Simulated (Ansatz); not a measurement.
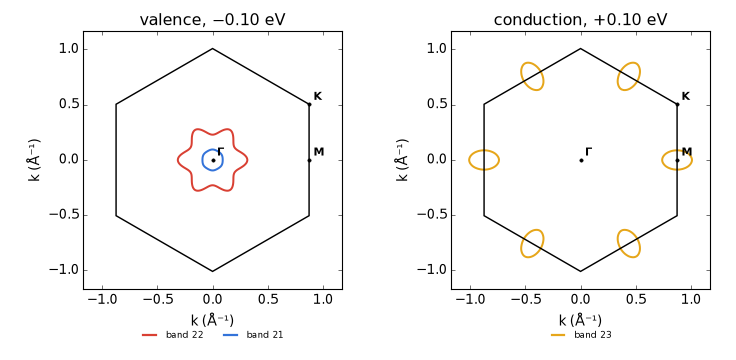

One free-standing MgI$_{2}$ layer cut from the bulk crystal (space group of the slab cell P-3m1): constant-energy contours at both band edges (energies from each edge).

Method: DFT PBE, scalar-relativistic, plane waves, PAW; levels and slopes on a dense k mesh at the converged density in Ansatz 0.2.0. No spin polarisation. Mesh 54×54×1, interpolated with the band slopes. The geometry was not relaxed.

Masses come from a second pass at points close to the extrema; at the energies drawn a band may no longer be parabolic.

### Is the gap direct or indirect, and how large does the calculation make it?

The gap is indirect, 3.68 eV at this level of theory (semilocal functionals give gaps that are too small, and can reorder valleys that lie close).

### Give the valleys and their effective masses.

Valence band (extrema up to 0.10 eV from the edge): one maximum at Γ, two bands meeting there, with masses of 0.31 and 9.81 mₑ along x and 0.31 and over 10 mₑ along y. Band 22 forms the valence edge; band 21 meets it there.
Conduction band (extrema up to 0.10 eV from the edge): three equivalent minima at M, principal masses 0.28 and 0.68 mₑ. Band 23 forms the conduction edge.

Spin-orbit coupling, left out here, can change the gap, its kind, the place of the band edges and the masses, since the compound holds I.
